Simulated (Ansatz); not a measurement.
## Electronic structure of CaSe in real space

```
CELL_PARAMETERS angstrom
3.63478 0.00000 0.00000
0.00000 3.63478 0.00000
0.00000 0.00000 3.63478
ATOMIC_POSITIONS crystal
Ca 0.00000 0.00000 0.00000
Se 0.50000 0.50000 0.50000
```

Space group Pm-3m; started from the CsCl prototype, which need not be the ambient phase.

These are results of DFT, HSE06, plane waves, PAW (Ansatz 0.2.0), not measurements.

The density is the valence pseudo-density of a PAW calculation; it isn't the true density close to the nuclei.

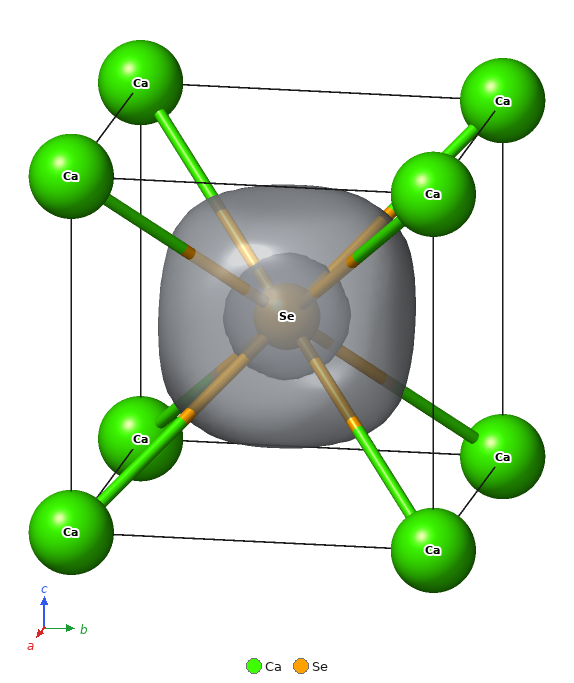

Figure 1. Isosurface of the electron localisation function at 0.7 (grey), seen slightly off an axis. Core shells and regions of very low density are left out. Sticks mark near contacts.

**What do the ELF domains correspond to?**

At this value the surface marks out one region wrapped around Se (its valence shell), counted in one cell of 2 atoms. Any copies at cell faces, edges or corners count once.


Ca–Se (3.15 Å): the ELF is about 0.40 at the midpoint and 0.05 at its lowest between the atoms; an ionic contact with no shared pair.

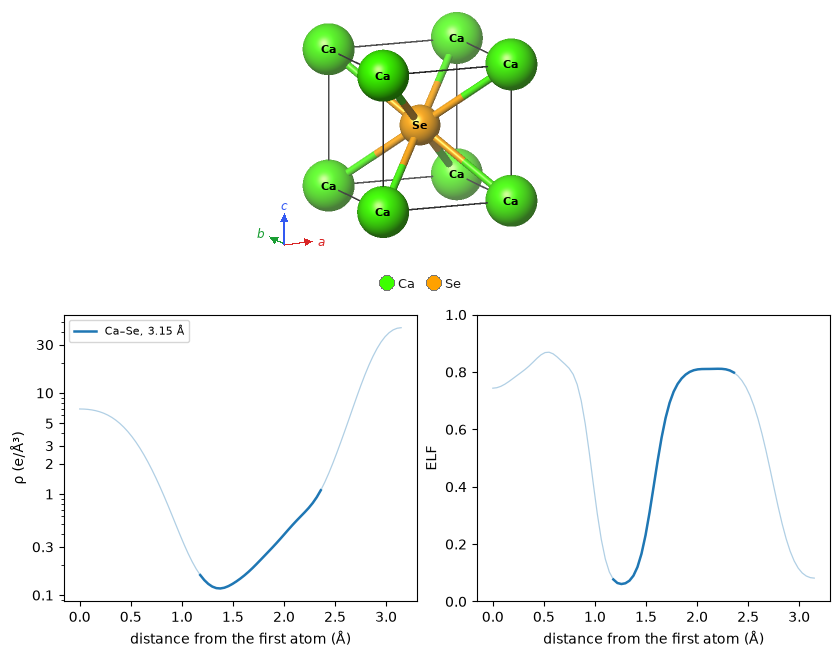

Figure 2. Valence electron density and ELF along straight lines between neighbouring atoms. Thin, pale parts lie inside the atomic spheres. The structure is drawn too.

**What can be read from the curves?**

Ca–Se (3.15 Å): ρ is about 0.15 e/Å³ halfway, with its minimum of 0.12 e/Å³ about 1.4 Å from Ca; the ELF is about 0.40 at the midpoint and 0.05 at its lowest between the atoms (an ionic contact with no shared pair).

**Does the calculation give a band gap?**

It is gapped, with a Kohn–Sham gap of 1.5 eV on the k-point mesh, an upper bound to the gap of this method.
